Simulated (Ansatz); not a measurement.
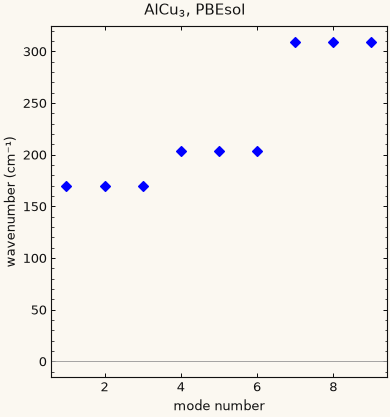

Plotted: zone-centre optical phonon frequencies (the three acoustic modes are left out) for AlCu₃, space group Fm-3m (No. 225).

Starting cell:
```
CELL_PARAMETERS angstrom
0.00000 2.86586 2.86586
2.86586 0.00000 2.86586
2.86586 2.86586 0.00000
ATOMIC_POSITIONS crystal
Al 0.00000 0.00000 0.00000
Cu 0.50000 0.50000 0.50000
Cu 0.25000 0.25000 0.25000
Cu 0.75000 0.75000 0.75000
```

Computed with Ansatz 0.2.0: harmonic phonon frequencies at the zone centre with atoms at rest in the given cell, without the long-range term of polar modes, the three translations left out, imaginary frequencies are negative; plane waves with PAW datasets, Γ-centred k mesh. Level: PBEsol, no spin polarisation.

| setting | value |
| --- | --- |
| wave cutoff | 420 eV |
| k mesh | 12×12×12 |
| occupations | Fermi–Dirac |
| smearing width | 0.15 eV |
| pressure | 3 GPa |
| phonon method | linear response |

> What do the frequencies say about stability?

No frequency is imaginary, so the structure is stable to these displacements (zone-boundary modes weren't tested here).

> Where does the highest mode lie?

The highest mode lies at 308.9 cm⁻¹.

Limits of the calculation: metal sensitive to the k mesh.

The computed values:

| frequency (cm⁻¹) |
| --- |
| 170.0 |
| 170.0 |
| 170.0 |
| 203.3 |
| 203.3 |
| 203.3 |
| 308.9 |
| 308.9 |
| 308.9 |
